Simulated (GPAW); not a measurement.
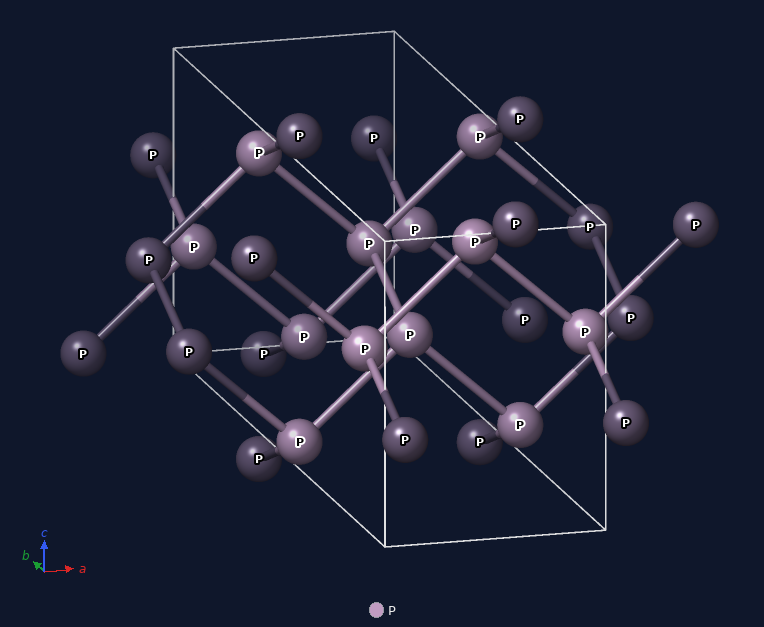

P, space group Cmce (No. 64), a = 3.295 Å, b = 10.930 Å, c = 4.544 Å, α = 90.00°, β = 90.00°, γ = 90.00°. Drawn in the ball-and-stick manner and seen slightly off an axis. The conventional unit cell is outlined; an atom on or near a face, edge or corner is repeated at each equivalent position. The bonded neighbours beyond the faces are included, in fainter colours. This one geometry was run with four functionals. The cell is a structure listed in the Materials Project.

Alike in all runs: GPAW 26.7.0; potentials PAW data sets generated in the run's folder for this functional; cutoff 600 eV; k mesh 5 × 5 × 4 on the run's cell of 4 atoms; occupations fermi-dirac, width 0.05 eV; no spin polarisation; no spin-orbit coupling. Five further levels, run on potentials with other valence shells, are left out.

| level | pressure (GPa) | gap (eV) |
| --- | --- | --- |
| PW91 | ? | ? |
| BLYP | 6.7 | 0.19 |
| BP86 | 3.3 | 0.10 |
| PBEint | 0.5 | 0.03 |

### What does PW91 give?

Pressure 2.4 GPa; gap 0.10 eV. That is between PBEint and BP86 in pressure.

### Order the levels by the equilibrium volume that these pressures point to, smallest first.

PBEint (0.5 GPa), PW91 (2.4 GPa), BP86 (3.3 GPa), BLYP (6.7 GPa). A higher pressure at one volume points to a larger equilibrium volume, as long as the bulk moduli are alike; rows a few tenths of a GPa apart can't be told apart.

Gaps are the least found on the k-mesh or band path.

Caveat: the k mesh is coarse; the mesh misses the band edges, which the band path finds closer together; gaps of a few tenths of an eV or less are fragile: at this level of theory the bands may already be inverted off the mesh, while the real compound's gap is often wider than semilocal functionals give.
